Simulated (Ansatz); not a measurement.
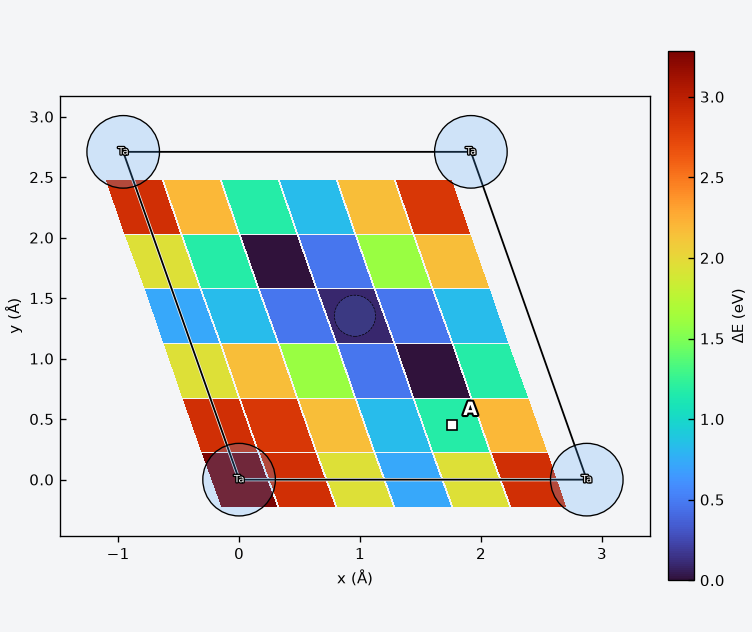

N on a Ta(110) slab cut from the Im-3m phase, its upper half relaxed before the scan (3 atoms of substrate and one adsorbate in a 1 × 1 cell). N is moved over the surface cell; relaxed at each place: the height of the adsorbate's atoms; substrate rigid; the origin of the map has the adsorbate above Ta3. Places are given modulo a cell vector. The map is drawn in real space over the plane of the surface. The grid has 6 × 6 points; 13 points were computed and 23 follow by symmetry. All energies are given in eV relative to the lowest grid point. With one adsorbate in each 1 × 1 cell, its nearest image is 2.9 Å away, so neighbouring adsorbates interact. These are results of DFT PBE, scalar-relativistic, plane waves, PAW in Ansatz 0.2.0, not measurements. Settings: cutoff 420 eV, k-mesh 10×10×1, gaussian smearing 0.1 eV, no spin polarisation.

The picture shows one coloured cell a grid point, labelled circles for the atoms of the top layer and small ones for the second layer, the outline of one cell of the plane, the point A.

Which way does the force act at A, and how strong is it?

Answer. A, at (4/6, 1/6) of the cell vectors, is not a stationary point. The computed force is 3 eV/Å in the plane, pointing left in the picture (components −2.9 and 0.9 eV/Å).

PAW datasets: the set soft_1.
